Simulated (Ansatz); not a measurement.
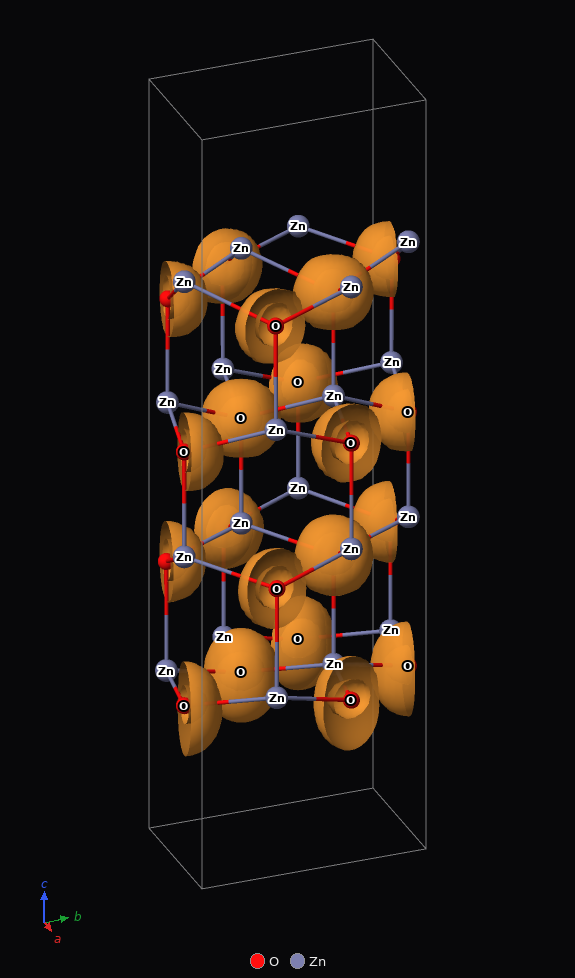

ZnO (slab). Isosurface of the ELF at 0.75 (orange), seen slightly off an axis. Only the valence region is drawn (cores and ρ < 0.01 e/Å³ removed). Sticks mark near contacts.

Not relaxed (largest force 1.4 eV/Å).

These are results of Ansatz 0.2.0, DFT PBE, scalar-relativistic, plane waves, PAW, not measurements.

In a PAW calculation such maps are meaningful between the atoms, not at the nuclei.

Question: Where are the electrons localised?

Answer: The ELF exceeds this value in twelve regions wrapped around O (the valence shell of each), counted in one cell of 24 atoms. Counts are for one cell; the picture repeats the cell along the surface.

Values along the shortest contacts:
Zn–O (1.92 Å): the ELF peaks at about 0.80 in the valence shell of O, 0.6 Å from its nucleus, and is about 0.30 at the midpoint (no shared electron pair shows on this line). Zn–O (1.96 Å): the ELF peaks at about 0.85 in the valence shell of O, 0.6 Å from its nucleus, and is about 0.25 at the midpoint: no localised pair shows between them.
